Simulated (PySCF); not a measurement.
System: CHF₃ (fluoroform).

The calculation's input:

```
{"job": {"kind": "nmr", "xc": "PBE0", "basis": "pcSseg-1"}, "charge": 0, "multiplicity": 1}
F     -0.901942    -0.816233    -0.481161
C      0.004922    -0.007585     0.054265
F      1.177602    -0.256588    -0.516347
F     -0.336957     1.245821    -0.219503
H      0.064998    -0.162564     1.145561
```

Command:

```sh
OMP_NUM_THREADS=1 python probes_run.py task.json out
```

Geometry: GFN2-xTB.

Theory: PBE0/pcSseg-1, SCF density, gas phase, non-relativistic (PySCF).

### What can the converged electron density and electron localisation function tell about the bonding?

C–F (1.33 Å): ρ at the midpoint is about 2.4 e/Å³; the ELF peaks at about 0.85 between the atoms (a shared but strongly polarised pair).

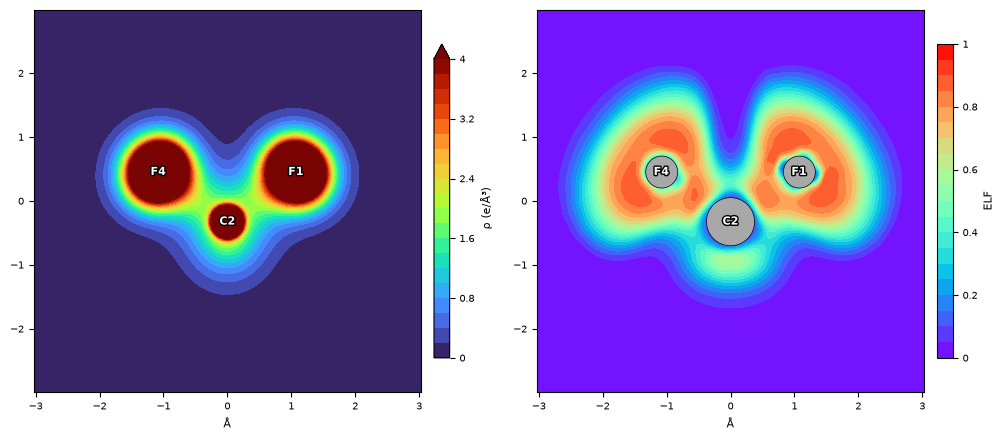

Computed electron density and electron localisation function on the plane of atoms F1, C2 and F4, in this order. Grey discs cover the atomic cores in the ELF map. 
